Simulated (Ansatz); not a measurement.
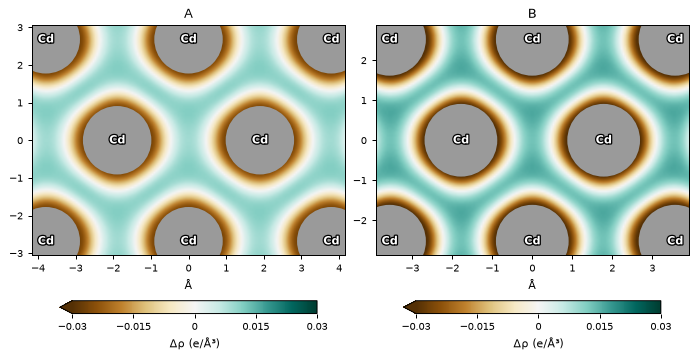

Cd: deformation density on the (101) plane of the conventional cell at two volumes, with the same fractional coordinates and one colour scale. Grey discs cover the cores.

Space group Im-3m. This isn't the usual form at ambient conditions. The cell comes from a database of computed structures, not from a measurement.

Method: DFT PBE, scalar-relativistic, plane waves, PAW in Ansatz 0.2.0.

### How do the two volumes compare, and how does the bonding charge respond?

A is the larger cell: A has 120 % of the volume of B.
From B to A, Cd–Cd goes from 3.09 to 3.28 Å, and Δρ at its midpoint from +0.013 to +0.011 e/Å³.
The pressure is 1.1 GPa in B and −3.2 GPa in A.
The rearranged charge is 0.15 e an atom in B and 0.14 e in A.
